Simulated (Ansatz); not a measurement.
Ti₃O₅

```
Ti O
1.0
    10.42386    0.00000   -0.09860
     0.00000    5.14862    0.00000
    -2.84119    0.00000    6.87112
Ti O
12 20
Cartesian
  3.0910 2.6272 1.9274
  8.3029 0.0529 1.8781
  0.7004 0.0529 1.4589
  5.9123 2.6272 1.4096
  -0.7202 5.0957 4.8944
  4.4917 2.5214 4.8451
  1.6704 2.5214 5.3630
  6.8823 5.0957 5.3137
  0.0000 2.5743 0.0000
  5.2119 0.0000 -0.0493
  -1.4206 2.5743 3.4356
  3.7913 0.0000 3.3863
  1.5145 3.3822 1.0951
  6.7264 0.8079 1.0458
  2.2769 0.8079 2.2912
  7.4888 3.3822 2.2419
  0.8563 4.3408 5.7268
  6.0682 1.7664 5.6775
  0.0939 1.7664 4.5306
  5.3058 4.3408 4.4813
  -1.8783 0.7999 6.4668
  3.3337 3.3742 6.4175
  2.8284 3.3742 3.7906
  8.0403 0.7999 3.7413
  4.2490 1.7744 0.3550
  9.4609 4.3487 0.3057
  -0.4577 4.3487 3.0313
  4.7543 1.7744 2.9820
  -2.1309 3.5758 5.1533
  3.0810 1.0015 5.1040
  -0.7103 1.5728 1.7178
  4.5016 4.1471 1.6685
```

Space group C2/c; changed on purpose from its base cell (volume × 1.10, shape and atoms relaxed); computed pressure about −16 GPa in this cell; computed without spin polarisation.

Theory: Ansatz, DFT PBEsol, scalar-relativistic, plane waves, PAW.

In a PAW calculation such maps are meaningful between the atoms, not at the nuclei.

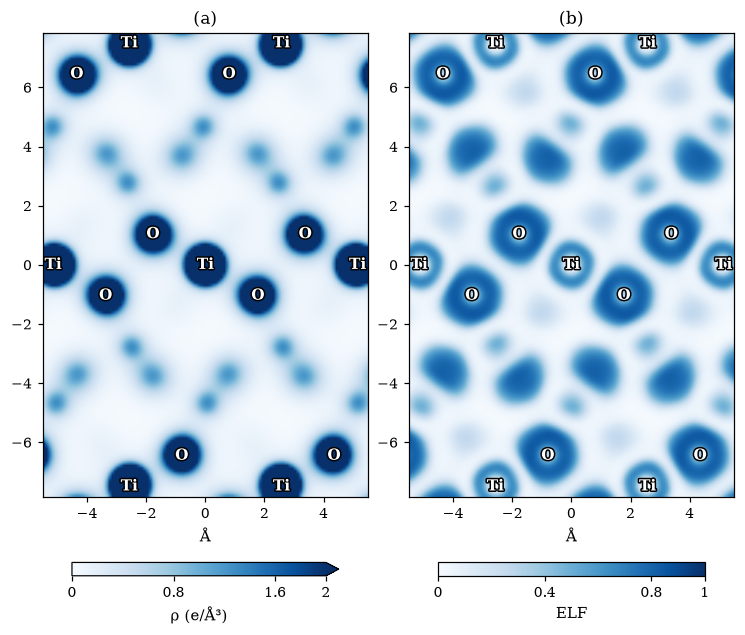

Figure 1. (a) valence electron density; (b) electron localisation function on the (101) plane of the conventional cell.

**What do the fields say about this system?**

The section cuts through Ti and O sites.
Atoms just off the plane (Ti, 0.8 Å away and O, 0.7 Å away) can leave unmarked features too.
Between the atoms the lowest density in this plane is 0.03 e/Å³.
The features right at Ti lie inside the PAW spheres, where the map follows smoothed inner orbitals and isn't to be read closely.

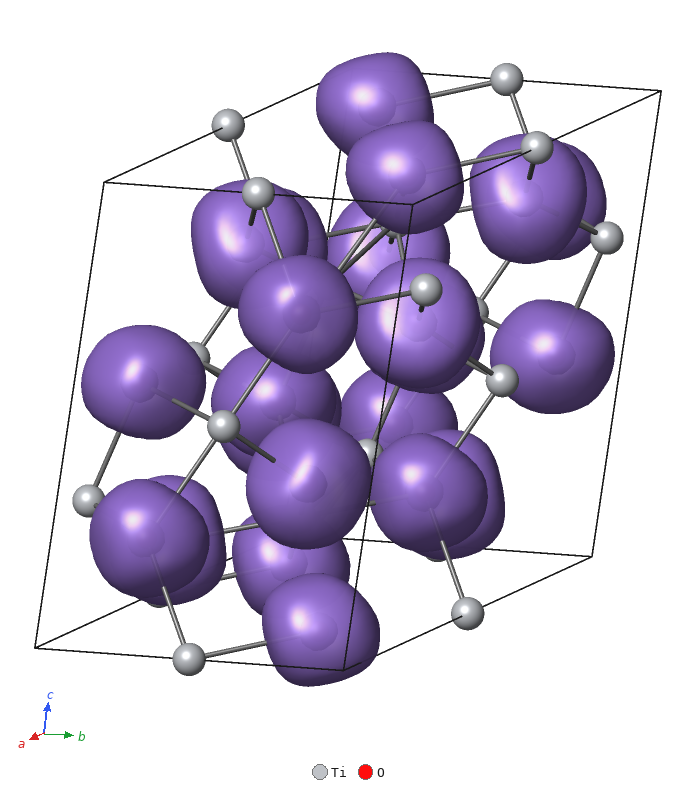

Figure 2. Isosurface of the electron localisation function at 0.6 (purple), seen slightly off an axis. Only the valence region is drawn (cores and ρ < 0.01 e/Å³ removed). Sticks mark near contacts.

**Identify the bonds, lone pairs and shells in this picture.**

The ELF exceeds this value in 20 regions wrapped around O (the valence shell of each), counted in one cell of 32 atoms. Regions shared between cells count once. Along the contacts the grid gives the following. Ti–O (1.94 Å): the ELF peaks at about 0.85 in the valence shell of O, 0.6 Å from its nucleus, and is about 0.20 at the midpoint (no shared electron pair shows on this line). Ti–Ti (2.87 Å): the ELF is about 0.15 at the midpoint: no localised pair shows between them.

**Does the calculation give a band gap?**

It is gapless in this calculation (a metal or semimetal); semilocal functionals without U, or without the true magnetic order, often close the gap of such compounds.
